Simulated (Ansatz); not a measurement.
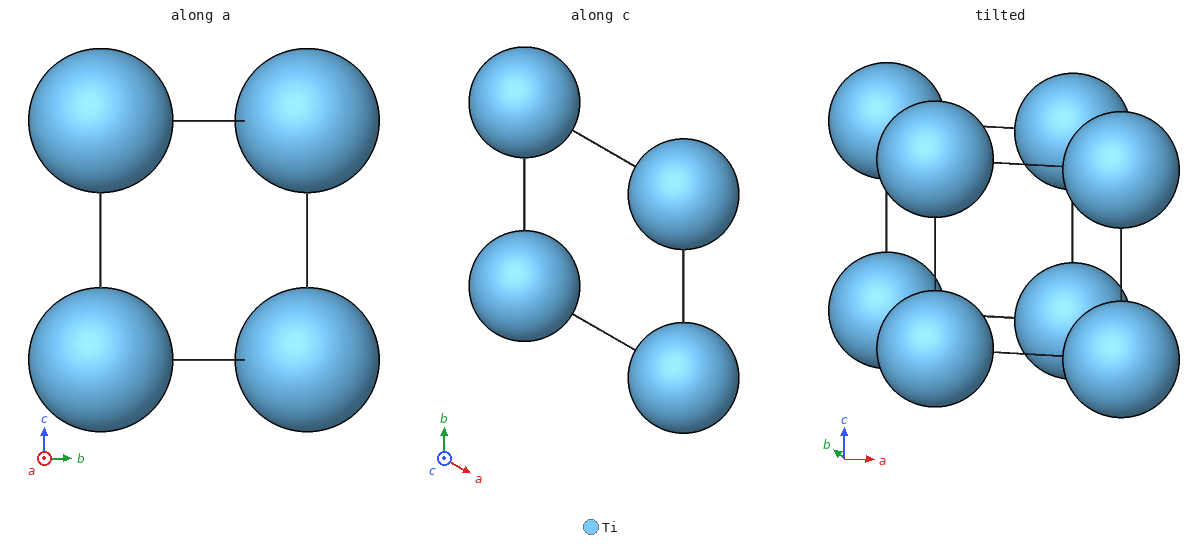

The image is a spheres-only drawing of a crystal, viewed along the a axis, along the c axis and slightly off an axis. The frame is the conventional unit cell; atoms at its boundary are shown with their periodic copies.

Cell: a = 2.72 Å, b = 2.72 Å, c = 2.73 Å, α = 90.00°, β = 90.00°, γ = 120.00°.

> How many atoms does the box hold, once sharing is allowed for?

1 (titanium), counting shared atoms by their share.

> Determine the space group.

P6/mmm (No. 191), with Ti on 1a.

> Give the prototype.

Simple hexagonal.

The cell started as a textbook structure type filled with this element (whether it is the usual form wasn't checked). It is drawn as it came out of a relaxation with DFT r2SCAN, scalar-relativistic, plane waves, PAW in Ansatz 0.2.0.
